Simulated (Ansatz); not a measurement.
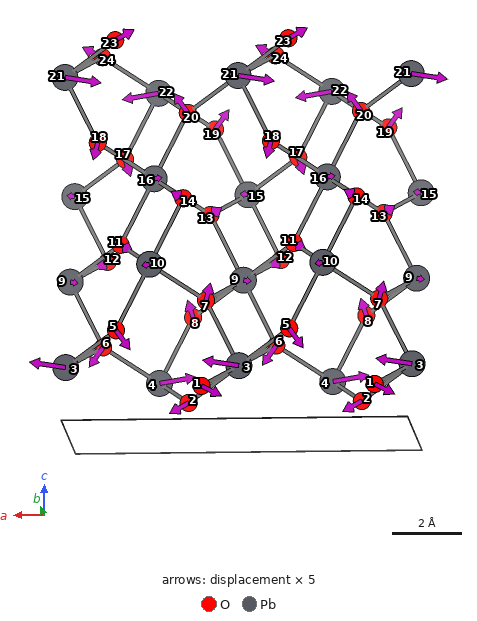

This is a relaxation of a slab of composition PbO2 (cut from the P4_2/mnm phase). The starting structure is drawn; purple arrows show the displacements, 5 times their true length.

Style: ball-and-stick. Shown: the 2 × 1 repeat of the cell, outlined in the plane, without the vacuum, from a free direction.

The slab is the (1 0 1) face of PbO2.

Level of theory: DFT PBE, scalar-relativistic, plane waves, PAW in Ansatz 0.2.0.

Input
```yaml
crystal:
  lattice:
    - [5.0826192992, 0.0, 0.0]
    - [0.0, 6.1386007489, 0.0]
    - [0.0, 0.0, 25.3061294765]
  atoms:
    - { symbol: O, position: [0.1919966893, 0.9743953277, 0.2963708854] }
    - { symbol: O, position: [0.3080033107, 0.4743953277, 0.2963708854] }
    - { symbol: Pb, position: [0.0, 0.6855456608, 0.3310602254] }
    - { symbol: Pb, position: [0.5, 0.1855456608, 0.3310602254] }
    - { symbol: O, position: [0.6919966893, 0.896695994, 0.3657495653] }
    - { symbol: O, position: [0.8080033107, 0.396695994, 0.3657495653] }
    - { symbol: O, position: [0.1919966893, 0.6599409885, 0.4089974019] }
    - { symbol: O, position: [0.3080033107, 0.1599409885, 0.4089974019] }
    - { symbol: Pb, position: [0.0, 0.3710913217, 0.4436867418] }
    - { symbol: Pb, position: [0.5, 0.8710913217, 0.4436867418] }
    - { symbol: O, position: [0.6919966893, 0.5822416548, 0.4783760817] }
    - { symbol: O, position: [0.8080033107, 0.0822416548, 0.4783760817] }
    - { symbol: O, position: [0.1919966893, 0.3454866493, 0.5216239183] }
    - { symbol: O, position: [0.3080033107, 0.8454866493, 0.5216239183] }
    - { symbol: Pb, position: [0.0, 0.0566369825, 0.5563132582] }
    - { symbol: Pb, position: [0.5, 0.5566369825, 0.5563132582] }
    - { symbol: O, position: [0.6919966893, 0.2677873157, 0.5910025981] }
    - { symbol: O, position: [0.8080033107, 0.7677873157, 0.5910025981] }
    - { symbol: O, position: [0.1919966893, 0.0310323101, 0.6342504347] }
    - { symbol: O, position: [0.3080033107, 0.5310323101, 0.6342504347] }
    - { symbol: Pb, position: [0.0, 0.7421826433, 0.6689397746] }
    - { symbol: Pb, position: [0.5, 0.2421826433, 0.6689397746] }
    - { symbol: O, position: [0.6919966893, 0.9533329765, 0.7036291146] }
    - { symbol: O, position: [0.8080033107, 0.4533329765, 0.7036291146] }
basis:
  ecutwfc: 420
kpoints:
  mp_grid: { grid: [7, 6, 1] }
hamiltonian:
  xc: pbe
scf:
  occupations: { method: gaussian, width: 0.1 }
output:
  forces: true
  eigenvalues: true
  write_density: true
  write_potential: true
  elf: true
  volumetric_format: npy
relax:
  adjacent_minimum: "off"
  f_tol: 0.02
  max_steps: 60
efield:
  axis: 3
  dipole_correction: true
  ramp_width: 0.04
```

Launched with:
```bash
ansatz run input.yaml --threads 4 --pin off --max-ram 10240MiB --backend cpu --events-out ev --progress --plain --runs-dir out
```

Question: Atoms of which element are displaced furthest, and by how much?

Answer: Lead: up to 0.22 Å, against 0.15 Å for oxygen.

Question: What happened in the run?

Answer: After 8 geometry steps the energy has fallen by 0.911 eV per cell of the calculation. The largest force component goes from 1.6 to 0.003 eV/Å. The largest moves relative to the layer's centre, 0.22 Å, are those of Pb3, Pb4, Pb21 and Pb22. Pb22 goes at 80° to the normal (−c side). Largest moves by element: Pb 0.22 Å, O 0.15 Å. The cell doesn't change. Near-neighbour distances that change, for instance: O19–Pb22 2.214 → 2.386 Å, O1–Pb3 2.206 → 2.086 Å, O5–Pb10 2.206 → 2.254 Å, O17–Pb22 2.206 → 2.164 Å. Bond angles that change, for instance: O19–Pb21–O24 180.0° → 166.1°, O20–Pb21–O23 180.0° → 169.0°, O18–Pb21–O24 102.6° → 112.1°.
